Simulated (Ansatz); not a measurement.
# What a change does: single-point calculation on BN

System: BN (Cm, 4 atoms in the cell).
Method of run 1: DFT PBE+D3(BJ), scalar-relativistic, plane waves, PAW, no spin polarisation (Ansatz 0.2.0).

The structure derives from an entry of the Crystallography Open Database. Text and figures count atoms from 1; the logs count them from 0 in places.

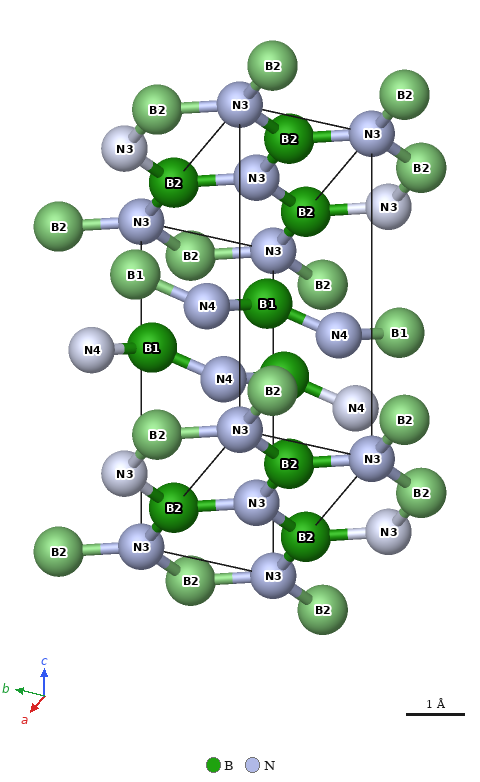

**Figure 1.** The structure (ball-and-stick view of the cell 2 times as large as that of the calculation, set on its symmetry axes, seen at an oblique angle; neighbours outside the cell are drawn fainter; atoms are numbered from 1 in the order of the input). Near neighbours in the crystal (not all of them lie inside the picture): B has 2 N at 1.36 Å; B has 3 N at 1.45 Å; N has 3 B at 1.45 Å; N has 2 B at 1.36 Å.

**Input file, run 1**
```yaml
crystal:
  lattice:
    - [2.5061233057, 0.0, 0.0]
    - [-1.2530616528, 2.1703664477, 0.0]
    - [0.0, 0.0, 6.597357142]
  atoms:
    - { symbol: B, position: [0.1105804046, 0.2211608093, 0.4272435932] }
    - { symbol: B, position: [0.3333333333, 0.6666666667, 0.0] }
    - { symbol: "N", position: [0.0, 0.0, 0.0] }
    - { symbol: "N", position: [0.6666666667, 0.3333333333, 0.5] }
basis:
  ecutwfc: 420
kpoints:
  mp_grid: { grid: [12, 12, 4] }
hamiltonian:
  xc: pbe
  dispersion: d3bj
scf:
  occupations: { method: gaussian, width: 0.05 }
output:
  forces: true
  stress: true
  eigenvalues: true
```

Command:
```bash
ansatz run input.yaml --threads 2 --pin off --max-ram 4096MiB --backend cpu --events-out ev --progress --plain --runs-dir out
```

Hardware: 2 threads of Arm Neoverse V1, 24 GiB of memory available, shared host.

**Output, shortened to warnings, some set-up lines, iterations and results (run 1)**
```
Basis set: ecut = 420 eV, 713 PW (Γ), exchange–correlation on 36×36×90 points (8 copies of the dense FFT grid, shifted against one another)
Symmetry: 2 space group operations
k-points: 164 of 576 (time reversal used)
Initial density: superposition of atomic densities (neutral atoms: chi_scale 0, normalization atom), corrected by the library's trained network
[...]
SCF iter   1: F=—  HF=-1082.473667 eV  |F-HF|=—  |Δ(HF+E_count)|=         —  Δρ=1.93e-2  dr2=1.96e-1  ethr=1.77e-3  ⟨swp⟩=6.7  Hψ=12263  notcnv=0
SCF iter   2: F=—  HF=-1082.448551 eV  |F-HF|=—  |Δ(HF+E_count)|=   2.51e-2  Δρ=2.11e-2  dr2=2.39e-1  ethr=1.23e-3  ⟨swp⟩=2.8  Hψ=4909  notcnv=0
SCF iter   3: F=—  HF=-1082.417169 eV  |F-HF|=—  |Δ(HF+E_count)|=   3.14e-2  Δρ=5.33e-3  dr2=1.73e-2  ethr=1.23e-3  ⟨swp⟩=2.0  Hψ=3857  notcnv=0
SCF iter   4: F=—  HF=-1082.412907 eV  |F-HF|=—  |Δ(HF+E_count)|=   4.26e-3  Δρ=8.07e-4  dr2=3.53e-4  ethr=1.08e-4  ⟨swp⟩=2.5  Hψ=3341  notcnv=0  defer=1
SCF iter   5: F=—  HF=-1082.412869 eV  |F-HF|=—  |Δ(HF+E_count)|=   3.85e-5  Δρ=4.97e-4  dr2=9.79e-5  ethr=2.21e-6  ⟨swp⟩=1.4  Hψ=3422  notcnv=0
SCF iter   6: F=—  HF=-1082.412852 eV  |F-HF|=—  |Δ(HF+E_count)|=   1.66e-5  Δρ=1.88e-4  dr2=1.27e-5  ethr=6.12e-7  ⟨swp⟩=2.6  Hψ=3163  notcnv=0
SCF iter   7: F=—  HF=-1082.412850 eV  |F-HF|=—  |Δ(HF+E_count)|=   2.31e-6  Δρ=3.28e-5  dr2=5.55e-7  ethr=7.93e-8  ⟨swp⟩=2.3  Hψ=3204  notcnv=0
SCF iter   8: F=-1082.412850 eV  HF=-1082.412850 eV  |F-HF|=1.75e-8  |Δ(HF+E_count)|=   2.36e-8  Δρ=1.44e-5  dr2=5.45e-8  ethr=6.25e-10  ⟨swp⟩=5.9  Hψ=9479  notcnv=0
SCF 1 converged in 8 iterations: F = -1082.412850 eV  dr2 = 5.45e-8
SCF converged after 8 iterations
Free energy (F): -1082.412850 eV
Harris-Foulkes:  -1082.412850 eV  (|F-HF|=1.75e-8)
Internal energy: -1082.412401 eV  (E = F + TS)
E sigma→0 (E₀):  -1082.412625 eV
Entropy (-TS):   -0.000449 eV (-0.112 meV/atom)
Fermi energy:    7.749389 eV
--- Per-component energies (eV) ---
  E_band       = -33.460626
  E_kinetic    = 364.567593
  E_local      = -673.077425  (includes V_loc(G=0)·N_el)
  E_nonlocal   = 117.437704
  E_hartree    = 215.515434
  E_xc         = -183.774895
  E_vxc        = -227.956439  (∫ρ·V_xc dr)
  E_paw        = -413.406730  (= ΣΔE_a)
  E_vpaw       = -45.465908  (= ΣTr[D̂ρ^β])
  E_aug_tail   = 0.000193  (compensation charges beyond the density's cutoff)
  E_ewald      = -509.092878
  E_disp       = -0.581397  (pairwise vdW)
  E_smearing   = -0.000449  (= −TS)
  E_closure    = -0.000000  (closes the sum)
  Σ components = -1082.412850   (vs F -1082.412850, Δ=0.00e0)
--- Forces (eV/Å), atoms counted from 1 ---
  atom   1  B     -0.00000000    -2.86310367     3.54651166
  atom   2  B      0.00000000     0.00293869    -0.35046928
  atom   3  N      0.00000000     0.04062268     0.26523398
  atom   4  N      0.00000000     2.81956649    -3.46170205
  max |Σ_I F_I| component: 4.26e-4 eV/Å
--- Stress (GPa, compression-positive) ---
       15.900341       0.000000       0.000000
        0.000000      21.438147       5.595770
        0.000000       5.595758      -8.891948
  P = ⅓ Tr σ = 9.4822 GPa (94.822 kbar)
```

For run 2 the input was changed thus:
```diff
-    - { symbol: B, position: [0.1105804046, 0.2211608093, 0.4272435932] }
+    - { symbol: B, position: [0.1105804046, 0.2211608093, 0.4708974373] }
```

Predict how the results change.

With the same functional and potentials, run 2 lies 145.1 meV per atom lower. A gap of 1.32 eV opens on the mesh, where run 1 has none. The pressure goes from 9.48 to 20.10 GPa. The largest force goes from 4.558 to 4.405 eV/Å. The SCF takes 6 iterations against 8.

**Output, shortened to warnings, some set-up lines, iterations and results (run 2)**
```
Basis set: ecut = 420 eV, 713 PW (Γ), exchange–correlation on 36×36×90 points (8 copies of the dense FFT grid, shifted against one another)
Symmetry: 2 space group operations
k-points: 164 of 576 (time reversal used)
Initial density: superposition of atomic densities (neutral atoms: chi_scale 0, normalization atom), corrected by the library's trained network
[...]
SCF iter   1: F=—  HF=-1082.999697 eV  |F-HF|=—  |Δ(HF+E_count)|=         —  Δρ=8.66e-3  dr2=2.48e-2  ethr=1.77e-3  ⟨swp⟩=6.3  Hψ=12295  notcnv=0
SCF iter   2: F=—  HF=-1082.994882 eV  |F-HF|=—  |Δ(HF+E_count)|=   4.82e-3  Δρ=3.62e-3  dr2=5.58e-3  ethr=1.55e-4  ⟨swp⟩=2.0  Hψ=3721  notcnv=0
SCF iter   3: F=—  HF=-1082.993400 eV  |F-HF|=—  |Δ(HF+E_count)|=   1.48e-3  Δρ=6.89e-4  dr2=2.66e-4  ethr=3.49e-5  ⟨swp⟩=2.3  Hψ=3213  notcnv=0
SCF iter   4: F=—  HF=-1082.993339 eV  |F-HF|=—  |Δ(HF+E_count)|=   6.11e-5  Δρ=2.59e-4  dr2=7.61e-5  ethr=1.66e-6  ⟨swp⟩=2.3  Hψ=4152  notcnv=0
SCF iter   5: F=—  HF=-1082.993310 eV  |F-HF|=—  |Δ(HF+E_count)|=   2.89e-5  Δρ=1.25e-4  dr2=3.05e-6  ethr=4.76e-7  ⟨swp⟩=2.0  Hψ=2743  notcnv=0
SCF iter   6: F=-1082.993311 eV  HF=-1082.993311 eV  |F-HF|=4.37e-8  |Δ(HF+E_count)|=   2.95e-7  Δρ=2.68e-5  dr2=8.92e-8  ethr=6.25e-10  ⟨swp⟩=4.1  Hψ=10340  notcnv=0
SCF 1 converged in 6 iterations: F = -1082.993311 eV  dr2 = 8.92e-8
SCF converged after 6 iterations
Free energy (F): -1082.993311 eV
Harris-Foulkes:  -1082.993311 eV  (|F-HF|=4.37e-8)
Internal energy: -1082.993311 eV  (E = F + TS)
E sigma→0 (E₀):  -1082.993311 eV
Fermi energy:    7.563647 eV
--- Per-component energies (eV) ---
  E_band       = -37.669228
  E_kinetic    = 370.056621
  E_local      = -698.582947  (includes V_loc(G=0)·N_el)
  E_nonlocal   = 118.484607
  E_hartree    = 224.106640
  E_xc         = -184.836128
  E_vxc        = -229.284603  (∫ρ·V_xc dr)
  E_paw        = -414.406693  (= ΣΔE_a)
  E_vpaw       = -46.558497  (= ΣTr[D̂ρ^β])
  E_aug_tail   = 0.000202  (compensation charges beyond the density's cutoff)
  E_ewald      = -497.241891
  E_disp       = -0.573722  (pairwise vdW)
  E_smearing   = -0.000000  (= −TS)
  E_closure    = -0.000000  (closes the sum)
  Σ components = -1082.993311   (vs F -1082.993311, Δ=0.00e0)
--- Forces (eV/Å), atoms counted from 1 ---
  atom   1  B     -0.00000000    -4.33319162     0.79174701
  atom   2  B      0.00000000     0.00433803    -0.16520588
  atom   3  N      0.00000000     0.01596910     0.13439233
  atom   4  N      0.00000000     4.31288332    -0.76080815
  max |Σ_I F_I| component: 1.25e-4 eV/Å
--- Stress (GPa, compression-positive) ---
       41.392882      -0.000000       0.000000
       -0.000000      19.971120       3.544636
        0.000000       3.544634      -1.064157
  P = ⅓ Tr σ = 20.0999 GPa (200.999 kbar)
```

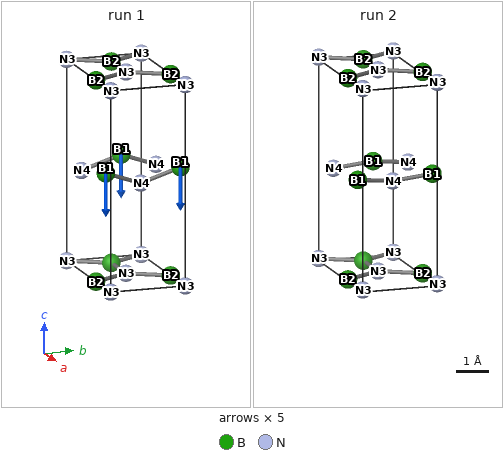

**Figure 2.** The two input geometries at one scale (ball-and-stick view of the cell 2 times as large as that of the calculation, set on its symmetry axes, seen slightly off an axis). The blue arrows on the first give the shifts of the atoms relative to the cell, magnified 5 times. B1 moves most: 0.29 Å. N stays in place. The lattice vectors keep their values. Among the contacts that change: B1–N4 1.364 → 1.291 Å.

**The two runs side by side**

```tsv
quantity	run 1	run 2
outcome	converged	converged
free energy per atom (eV)	−270.6032	−270.7483
gap on the mesh (eV)	0.00	1.32
pressure (GPa)	9.48	20.10
largest force (eV/Å)	4.558	4.405
SCF iterations	8	6
irreducible k-points	164	164
plane waves at Γ	713	713
wall time (shared host)	4.9 s	4.2 s
```
